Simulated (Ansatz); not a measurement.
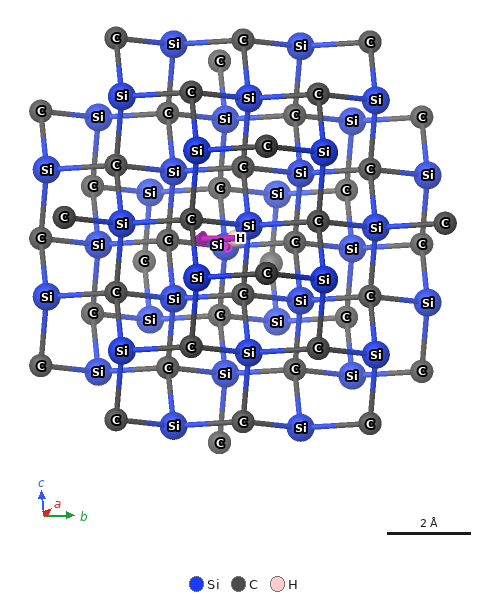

This is a relaxation of a defect cell of composition Si$_{16}$HC$_{16}$ (cell charge +1). The starting structure is drawn; purple arrows show the displacements, magnified 2 times.

A ball-and-stick model of the atoms within 5.8 Å of the atom that moves most (axes of the conventional cell (2 times the calculation's cell) (origin shifted)), seen from a free direction. Lengths and directions refer to the drawn axes.

Case: H interstitial, charge +1, atoms relaxed.

Method: Ansatz, DFT PBE, scalar-relativistic, plane waves, PAW. Settings: plane-wave cutoff 420 eV; k-point mesh 2 × 2 × 2; occupations gaussian; smearing width 0.02 eV; mesh shifted by (0.5, 0.5, 0.5); no spin polarisation; atoms relaxed in a fixed cell; force threshold 0.02 eV/Å; at most 60 steps.

Q: Atoms of which element are displaced furthest, and by how much?

A: Hydrogen: up to 0.64 Å, against 0.13 Å for silicon.

Q: What did the optimiser do to the structure, and how much energy did it gain?

A: The energy falls by 1.370 eV per cell of the calculation in 8 geometry steps. The largest force component goes from 1.4 to 0.005 eV/Å. The atom that moves furthest is the H atom (0.64 Å roughly along [−1 −1 0]). Largest moves by element: H 0.64 Å, Si 0.13 Å, C 0.08 Å. The cell doesn't change. Near-neighbour distances that change, for instance: C–H 1.825 → 1.122 Å, H–Si 2.093 → 1.860 Å, C–Si 1.896 → 2.026 Å, C–Si 1.896 → 1.975 Å. New bonds form: C–H (1.83 → 1.12 Å). Among the angles between lasting bonds that change: C–Si–C 109.5° → 102.3°, C–Si–C 109.5° → 104.3°, C–Si–C 109.5° → 114.6°.

Limits of the set-up: the periodic images lie only 7.6 Å apart, so the values are limited by the cell's size; the cell is charged, on a uniform background, and energies carry no finite-size correction.
